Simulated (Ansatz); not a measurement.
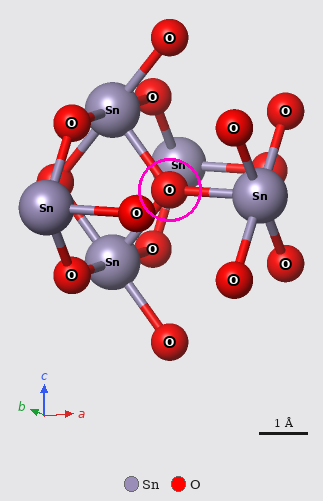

Perfect SnO2. Style: ball-and-stick. Shown: the atoms within 3.8 Å of one point, slightly off an axis.

Level of theory: Ansatz 0.2.0, DFT, PBEsol, PAW, plane waves. (plane-wave cutoff 420 eV; k-point mesh 1 × 1 × 1; mesh shifted by (0.25, 0.25, 0.25); collinear spin) Fermi-Dirac smearing of 0.01 eV. A uniform background neutralises the charged cell. The axes drawn are those of the host's conventional cell.

An oxygen atom is replaced by tin at the ringed place, in charge state +1. The supercell has 72 sites, and the atoms are relaxed at the host's cell.

How do the neighbours respond?

In the host the O atom has 3 Sn at 2.07 Å; the Sn atom ends with 3 O at 2.10 to 2.19 Å. Of the host's atoms, a tin atom moves furthest from its site, by 1.12 Å. The Sn atom itself moves 1.23 Å from where it was put. The cell ends without a net magnetic moment.

The relaxed defect, seen from the same direction:

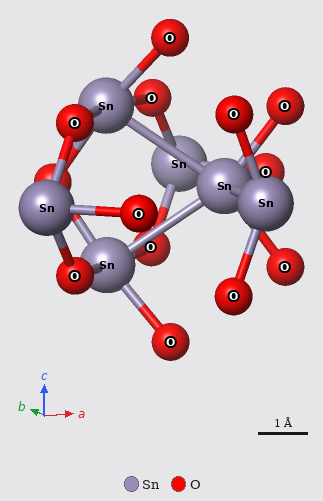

Limits of the set-up: the cell is charged, on a uniform background, and energies carry no finite-size correction.
